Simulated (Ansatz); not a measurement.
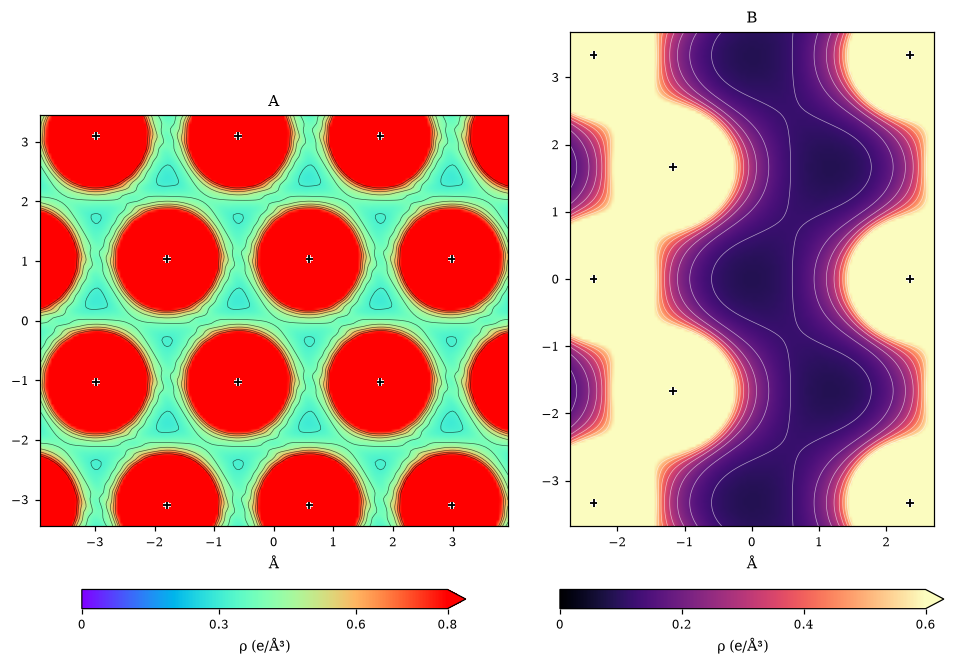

The valence charge density (pseudo) of 2 systems, each on a plane through atoms (crosses mark nuclei in the plane).

Method: DFT, LDA (PW92), plane waves (420 eV) with PAW, scalar-relativistic in Ansatz.

System 1: Mn, the (011) plane of the conventional cell. Space group Fd-3m; set up as Mn, diamond; a generated structure, not necessarily the stable one; changed on purpose from its base cell (volume × 0.92); computed pressure about 16 GPa in this cell; the program warned that a starting moment wasn't kept; spin-polarised, but the moments vanished.

```
Mn
1.0
     4.70812    0.00000    0.00000
     0.00000    4.70812    0.00000
     0.00000    0.00000    4.70812
Mn
8
Direct
  0.75000 0.25000 0.25000
  0.25000 0.75000 0.25000
  0.25000 0.25000 0.75000
  0.75000 0.75000 0.75000
  0.50000 0.00000 0.00000
  0.00000 0.50000 0.00000
  0.00000 0.00000 0.50000
  0.50000 0.50000 0.50000
```

System 2: Ni, the (001) plane of the conventional cell. Space group P6₃/mmc; set up as Ni, dhcp; a generated structure, not necessarily the stable one; changed on purpose from its base cell (volume × 0.96); computed pressure about 11 GPa in this cell; computed without spin polarisation.

```
CELL_PARAMETERS angstrom
2.38507 0.00000 0.00000
-1.19253 2.06553 0.00000
0.00000 0.00000 7.81441
ATOMIC_POSITIONS crystal
Ni 0.00000 0.00000 0.00000
Ni 0.00000 0.00000 0.50000
Ni 0.33333 0.66667 0.25000
Ni 0.66667 0.33333 0.75000
```

**Which map belongs to which system?**

Panel A is system 2, Ni: the plane holds Ni. Ni–Ni (2.39 Å): ρ at the midpoint is about 0.37 e/Å³. Panel B is system 1, Mn: the plane holds Mn. Mn–Mn (2.04 Å): ρ at the midpoint is about 0.9 e/Å³.
